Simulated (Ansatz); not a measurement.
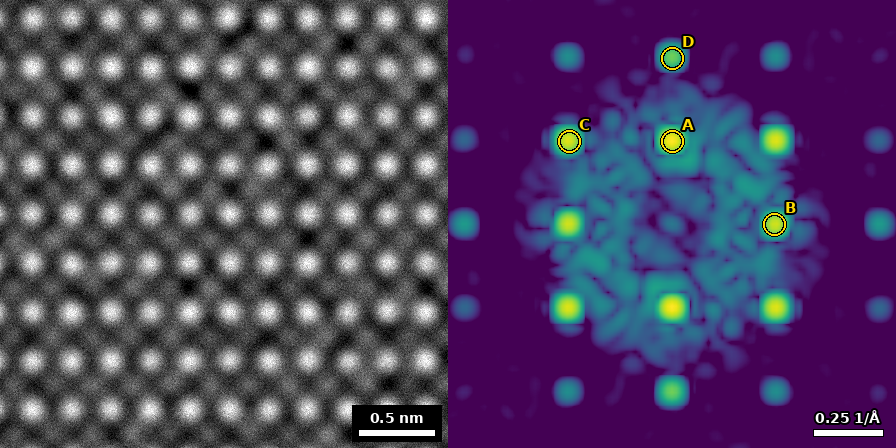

HAADF-like image of a crystal. The image is simulated as a sum over atoms of Z^1.8, blurred by a 1.30 Å probe (no channelling). The display is stretched by a gamma of 0.8; percentages refer to the linear signal. Shot noise and the speckle of an amorphous layer were added.

The right panel is the modulus of the image's Fourier transform on a logarithmic scale.

> Which lattice spacings do the marked spots stand for, and what angle do A and B enclose?

A: 3.3 Å, B: 2.6 Å, C: 2.1 Å, D: 1.6 Å; A and B enclose about 90°.

The crystal is SiNi (P4/mmm, No. 123) along [100]; the spots are (0 0 -1), (0 -1 0), (0 1 -1) and (0 0 -2). Structure used: coordinates from a relaxation with DFT PBE, scalar-relativistic, plane waves, PAW in Ansatz 0.2.0; the starting structure was generated, so it need not be a known form of this composition.
